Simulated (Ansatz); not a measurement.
# GaP (F-43m): scan of the energy under strain

What does a strain cost in GaP (F-43m)? Aim: a scan of the energy under strain, for GaP (F-43m), run from a script.

All numbers are computed with the Python package of Ansatz 0.2.0. Level of theory: DFT PBE, plane waves, PAW.

## Step 1: The system

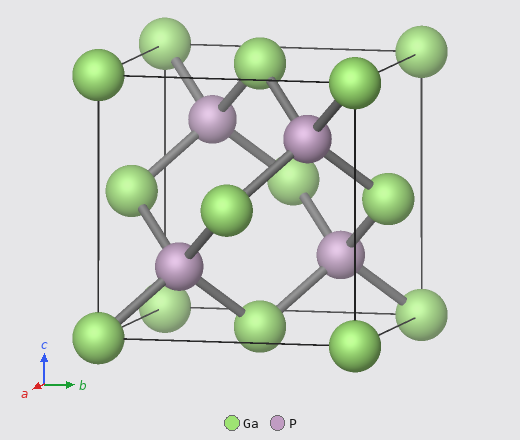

The starting structure, viewed slightly off an axis; gallium green, phosphorus pink. The cell is the conventional one. Atoms on cell faces are repeated.

No structure file is read: the coordinates are typed or built in the script.

## Step 2: The code

The input, strain_gap.py:

```python
'''A shear strain scan of GaP.'''

import warnings

import ansatz as az
import matplotlib.pyplot as plt
import numpy as np

VECTORS = np.array([
    [0.0, 2.72525, 2.72525],
    [2.72525, 0.0, 2.72525],
    [2.72525, 2.72525, 0.0],
])
SITES = [
    ('Ga', (0.0, 0.0, 0.0)),
    ('P', (0.25, 0.25, 0.25)),
]


def build(cell):
    crystal = az.Crystal(lattice=az.Lattice.of(cell))
    for symbol, position in SITES:
        crystal = crystal.atom(symbol, position)
    return crystal


def main() -> None:
    warnings.simplefilter('ignore', az.DeckWarning)

    # clamped ions: the fractional positions stay as typed
    values = np.linspace(-0.01, 0.01, 7)
    energies = []
    for d in values:
        strain = np.array([[0, d / 2, 0], [d / 2, 0, 0], [0, 0, 0]])
        cell = VECTORS @ (np.eye(3) + strain)
        job = (
            build(cell).calculation()
            .functional('pbe')
            .basis(450)  # plane waves up to this kinetic energy
            .occupations('fermi_dirac', width=0.05)
            .kpoints(6, 6, 6)  # the mesh must be finer for metals
        )
        summary = job.run(threads=1).report
        energies.append(summary['free_energy_ev'] / len(SITES))
        print(f'd = {d:+.4f}  F = {energies[-1]:.5f} eV/atom')
    energies = np.array(energies)

    for value, e in zip(values, energies):
        print(f'strain {value:7.3f}   E - Emin = {1000 * (e - energies.min()):9.3f} meV/atom')
    plt.figure(figsize=(4.5, 3))
    plt.plot(values, 1000 * (energies - energies.min()), 'o-')
    plt.xlabel('strain')
    plt.ylabel('meV/atom')
    plt.tight_layout()
    plt.savefig('strain.png', dpi=100)
    curvature = 2 * np.polyfit(values, energies, 3)[1]
    volume = abs(np.linalg.det(VECTORS)) / len(SITES)
    print(f'd2E/dd2 over the volume: {curvature / volume * 160.21766:.1f} GPa')


if __name__ == '__main__':
    main()
```

## Step 3: The input behind the calls

The engine receives this input (first run):

```yaml
crystal:
  lattice:
    - [-0.01362625, 2.72525, 2.72525]
    - [2.72525, -0.01362625, 2.72525]
    - [2.7116237499999998, 2.7116237499999998, 0.0]
  atoms:
    - { symbol: Ga, position: [0.0, 0.0, 0.0] }
    - { symbol: P, position: [0.25, 0.25, 0.25] }
basis:
  ecutwfc: 450.0
kpoints:
  mp_grid:
    grid: [6, 6, 6]
hamiltonian:
  xc: pbe
scf:
  occupations:
    method: fermi_dirac
    width: 0.05
```

## Step 4: Launch

The run is started by

```sh
> python strain_gap.py
```

Standard output:

```text
d = -0.0100  F = -2269.76695 eV/atom
d = -0.0067  F = -2269.76728 eV/atom
d = -0.0033  F = -2269.76747 eV/atom
d = +0.0000  F = -2269.76754 eV/atom
d = +0.0033  F = -2269.76747 eV/atom
d = +0.0067  F = -2269.76728 eV/atom
d = +0.0100  F = -2269.76695 eV/atom
strain  -0.010   E - Emin =     0.583 meV/atom
strain  -0.007   E - Emin =     0.257 meV/atom
strain  -0.003   E - Emin =     0.063 meV/atom
strain   0.000   E - Emin =     0.000 meV/atom
strain   0.003   E - Emin =     0.063 meV/atom
strain   0.007   E - Emin =     0.257 meV/atom
strain   0.010   E - Emin =     0.583 meV/atom
d2E/dd2 over the volume: 92.4 GPa
```

Run time: 16 s. Hardware: 1 thread of Arm Neoverse V1, shared host; peak memory 0.41 GiB.

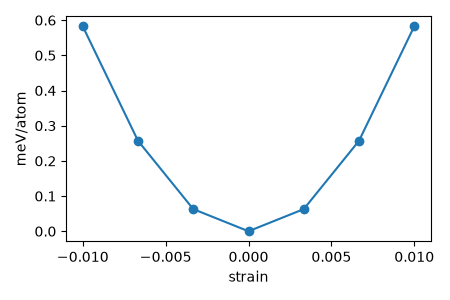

strain.png, as the script drew it.

## Step 5: Inputs of later runs

The engine's inputs for some of the other runs:

Run 2, against run 1:

```diff
@@ -3,3 +3,3 @@
-    - [-0.01362625, 2.72525, 2.72525]
-    - [2.72525, -0.01362625, 2.72525]
-    - [2.7116237499999998, 2.7116237499999998, 0.0]
+    - [-0.009084166666666666, 2.72525, 2.72525]
+    - [2.72525, -0.009084166666666666, 2.72525]
+    - [2.716165833333333, 2.716165833333333, 0.0]
```

Run 3, against run 1:

```diff
@@ -3,3 +3,3 @@
-    - [-0.01362625, 2.72525, 2.72525]
-    - [2.72525, -0.01362625, 2.72525]
-    - [2.7116237499999998, 2.7116237499999998, 0.0]
+    - [-0.004542083333333333, 2.72525, 2.72525]
+    - [2.72525, -0.004542083333333333, 2.72525]
+    - [2.7207079166666666, 2.7207079166666666, 0.0]
```

Run 5, against run 1:

```diff
@@ -3,3 +3,3 @@
-    - [-0.01362625, 2.72525, 2.72525]
-    - [2.72525, -0.01362625, 2.72525]
-    - [2.7116237499999998, 2.7116237499999998, 0.0]
+    - [0.004542083333333334, 2.72525, 2.72525]
+    - [2.72525, 0.004542083333333334, 2.72525]
+    - [2.7297920833333333, 2.7297920833333333, 0.0]
```

Lines on the test bed's own set-up are left out of the output.

## Step 6: Run by run

From the records of these 7 runs:

| run | strain | energy from run 4 (meV/atom) | SCF cycles | CPU time (s) |
| --- | --- | --- | --- | --- |
| 1 | -0.010 | 0.58 | 6 | 2.4 |
| 2 | -0.007 | 0.26 | 6 | 2.2 |
| 3 | -0.003 | 0.06 | 6 | 2.2 |
| 4 | 0.000 | 0.00 | 6 | 0.84 |
| 5 | 0.003 | 0.06 | 6 | 2.2 |
| 6 | 0.007 | 0.26 | 6 | 2.2 |
| 7 | 0.010 | 0.58 | 6 | 2.2 |

## Step 7: What came out

| quantity | value |
| --- | --- |
| curvature under the strain | 92.4 GPa |
| runs compared | 7 |
| range of energy | 0.58 meV/atom |
| lowest point, strain | 0.000 |

What this shows: Against the unstrained cell the energy per atom changes by +0.58 meV at one end of the scan and +0.58 meV at the other, and its second derivative over the volume is 92.4 GPa. The curvature belongs to this strain pattern and to the cell's stress; it equals a single elastic constant only for simple patterns. The ions keep their fractional positions (clamped ions).
